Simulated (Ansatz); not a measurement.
Band edges of BAs (space group F-43m, No. 216).

```xyz
2
Lattice="0.0000 2.3885 2.3885 2.3885 0.0000 2.3885 2.3885 2.3885 0.0000" Properties=species:S:1:pos:R:3 pbc="T T T"
B     0.0000    0.0000    0.0000
As    3.5827    3.5827    3.5827
```

Level of theory: DFT PBE, scalar-relativistic, plane waves, PAW; levels and slopes on a dense k mesh at the converged density in Ansatz 0.2.0. No spin polarisation. The levels come from a k mesh of 34×34×34 points. Cell and positions as given, without relaxation.

Masses come from a second pass at points close to the extrema; at the energies drawn a band may no longer be parabolic.

The gap is indirect, 1.18 eV at this level of theory (semilocal functionals give gaps that are too small, and can reorder valleys that lie close).

Valence band: one maximum at Γ, three bands meeting there, with masses of 0.22 and 0.23 mₑ among them, each the same along x, y and z. Band 9 forms the valence edge; band 8 meets it there and band 7 meets it there.
Conduction band: six equivalent minima on the Γ–X line, principal masses 0.21, 0.21 and 1.10 mₑ. Band 10 forms the conduction edge; band 11 begins 0.27 eV higher (at X). The surfaces also take in X, where this band lies 0.26 eV above its edge.

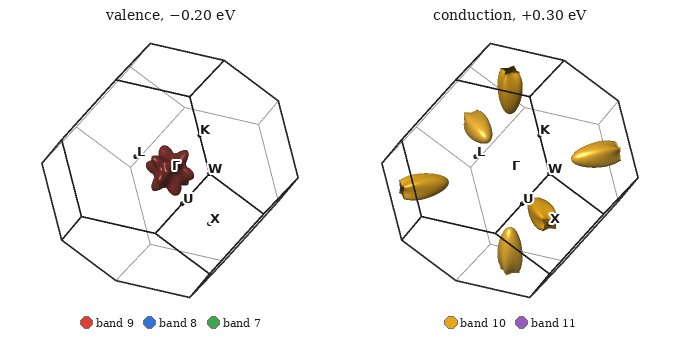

Constant-energy surfaces near the two band edges, measured from each edge.

Where one band's surface lies inside another's, the outer one hides all or part of it.

Spin-orbit coupling, left out here, can split bands that meet at an edge and change their masses.

Cost: 33 s on 1 thread of Arm Neoverse V1, with other jobs on the host, peak memory 0.46 GiB.
